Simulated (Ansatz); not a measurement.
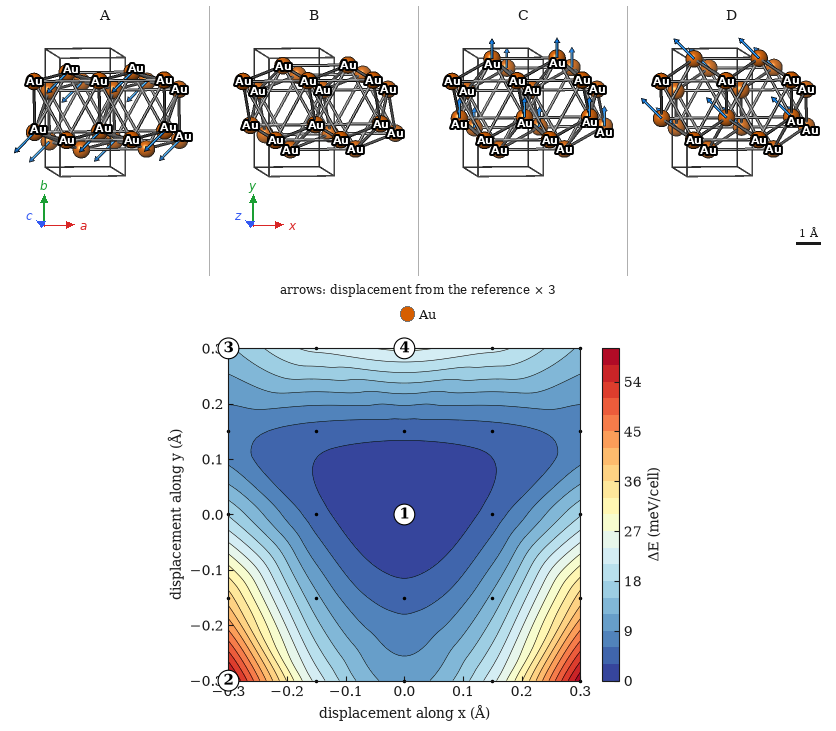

Energy scan for solid Au (Cmcm), in which an Au atom (one in each cell of 2 atoms) is moved over the plane of the Cartesian directions x and y, all else fixed. The map is interpolated between the computed points (dots). The frames are shuffled; each belongs to one numbered point. A ball-and-stick model of the conventional cell (2 times the calculation's cell), repeated 2 × 1 × 2 with one cell outlined, seen nearly along the normal of the scanned plane. Blue arrows: displacements from the reference. Lengths and directions refer to the drawn axes.

The calculation used Ansatz 0.2.0, DFT PBEsol, scalar-relativistic, plane waves, PAW. Set-up: plane-wave cutoff 420 eV; k-point mesh 20 × 20 × 10; occupations gaussian; smearing width 0.15 eV; no spin polarisation. Energies (free energies at the smearing named) are counted from the cell as listed in its source, which wasn't relaxed.

Question: Which frame belongs to which numbered point?

Answer: Point 1 is frame B, at (0.00, 0.00) and 0.0 meV/cell; 2 is frame A, at (−0.30, −0.30) and 59.3 meV/cell; 3 is frame D, at (−0.30, 0.30) and 14.5 meV/cell; 4 is frame C, at (0.00, 0.30) and 24.6 meV/cell. In pairs of (displacement along x (Å); displacement along y (Å)): the lowest computed point lies at (0.00, 0.00) (0.0 meV/cell), the highest at (−0.30, −0.30), (0.30, −0.30) (59.3 meV/cell).
